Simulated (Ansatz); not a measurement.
AgCl

Input file:

```
crystal:
  lattice:
    - [3.9679975209, 0.0, 0.0]
    - [-1.9839987604, 3.4363866552, 0.0]
    - [0.0, 0.0, 6.4797066859]
  atoms:
    - { symbol: Ag, position: [0.0, 0.0, 0.0] }
    - { symbol: Cl, position: [0.6666666667, 0.3333333333, 0.25] }
    - { symbol: Ag, position: [0.3333333333, 0.6666666667, 0.5] }
    - { symbol: Cl, position: [0.6666666667, 0.3333333333, 0.75] }
basis:
  ecutwfc: 420
kpoints:
  mp_grid: { grid: [9, 9, 6] }
hamiltonian:
  xc: pbe
scf:
  occupations: { method: gaussian, width: 0.02 }
output:
  forces: true
  stress: true
  eigenvalues: true
  populations: true
  write_density: true
  write_potential: true
  elf: true
  volumetric_format: npy
relax:
  adjacent_minimum: "off"
  f_tol: 0.01
  max_steps: 45
  cell: { stress_tol: 0.05 }
```

Command:

```sh
ansatz run input.yaml --threads 1 --pin off --max-ram 2560MiB --backend cpu --events-out ev --progress --plain --runs-dir out
```

Below, planes, directions and counts refer to the conventional cell (a = 3.77 Å, b = 3.77 Å, c = 7.13 Å, α = 90.00°, β = 90.00°, γ = 120.00°).

The fields are those of the relaxed geometry.

Space group P6₃/mmc; a generated structure, not necessarily the stable one.

These are results of DFT PBE, scalar-relativistic, plane waves, PAW in Ansatz, not measurements.

> What will maps of the valence pseudo-density and electron localisation function show?

Ag–Cl (2.81 Å): the density is about 0.21 e/Å³ at the midpoint; the ELF peaks at about 0.85 in the valence shell of Cl, 0.7 Å from its nucleus, and drops to about 0.10 between the two atoms; no localised pair shows between them.

> Metal or insulator at this level of theory?

It is gapped, with a Kohn–Sham gap of 0.91 eV on the k-point mesh (the band edges may lie off the mesh, which would make the gap smaller).

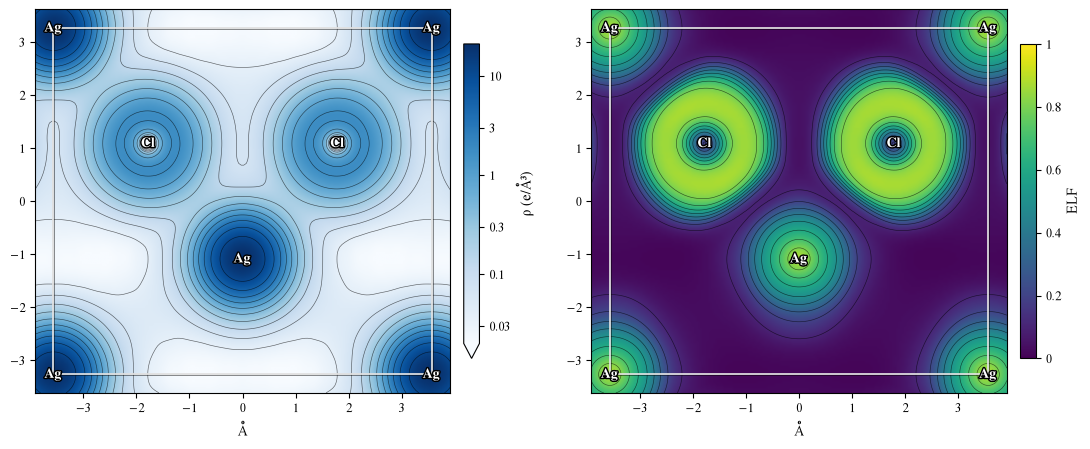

Computed valence pseudo-density and electron localisation function on the (110) plane of the conventional cell, in this order. 

Core electrons are frozen (PAW), and the valence fields are smoothed inside the atomic spheres.
